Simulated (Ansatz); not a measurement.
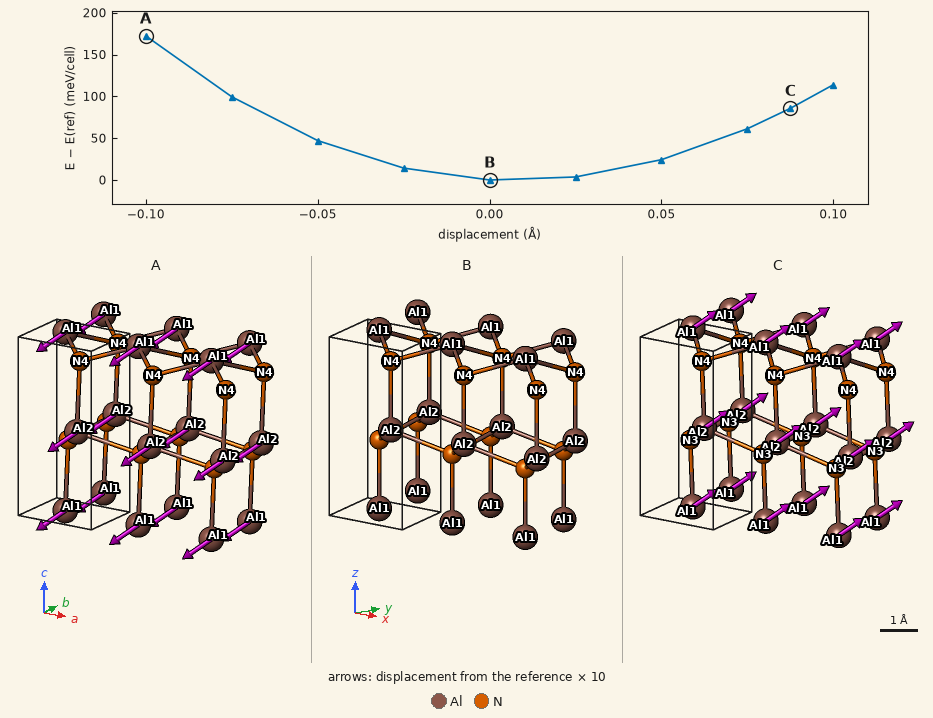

Solid AlN (P6_3mc): the whole Al sublattice is shifted rigidly, along Cartesian [1 1 1], all else fixed. The lettered frames are marked on the plot. A ball-and-stick model of the cell of the calculation, repeated 3 × 2 × 1 with one cell outlined, seen slightly off an axis. Purple arrows: displacements from the reference.

Theory: Ansatz 0.2.0, DFT PBE, scalar-relativistic, plane waves, PAW. Settings: plane-wave cutoff 420 eV; k-point mesh 6 × 6 × 4; occupations gaussian; smearing width 0.05 eV; no spin polarisation. Energies (free energies at the smearing named) are counted from the cell as listed in its source, which wasn't relaxed.

### What does the scan show?

Of the computed points the lowest is at the displacement 0.00 Å, 0.0 meV/cell. At the ends of the scan the energy is 172.2 meV/cell (−0.10 Å) and 113.9 meV/cell (0.10 Å). The curvature at zero is about 29 eV/Å² per cell. The well is lopsided: at ±0.1000 Å the energy is 1.5 times higher on the negative side. At the highest point the shortest interatomic distance is 1.79 Å, against 1.89 Å in the reference. The distortion takes the space group from P6_3mc to P1.
